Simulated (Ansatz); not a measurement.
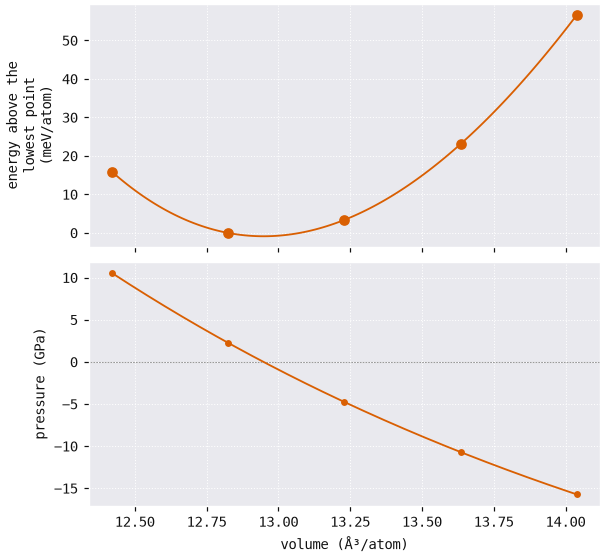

The figure shows the energy above the lowest point and pressure against volume for AlRu, space group Pm-3m (No. 221) (one of a set of cubic test structures, which need not be the stable phase).

Method: equation of state of a cubic crystal from periodic Kohn-Sham density functional theory without spin, third-order Birch-Murnaghan fit to the free energies; pressure corrected for the finite basis (Ansatz 0.2.0 development build). Level: HSE06.

structure type CsCl; atoms in cell 2; space group number 221; lattice centring simple cubic; k mesh 4×4×4; occupation method Fermi–Dirac; occupation width 0.1 eV; wave cutoff 700 eV; datasets hard PAW; density tolerance 0 eV; bands 18; density cutoff ratio 4; search for lower states default; exchange singularity regularized.

### What equilibrium volume and bulk modulus follow from the curve?

A third-order Birch–Murnaghan fit gives V0 = 12.95 Å³/atom, B0 = 232 GPa and B′ = 4.3.

### What does the pressure do across the range?

It falls from 10.6 GPa at volume 12.420 Å³/atom to −15.7 GPa at 14.040 Å³/atom, and changes sign near 12.96 Å³/atom.

Note: coarse k-mesh, values are not converged in k; pseudopotentials made with PBE, not this functional.
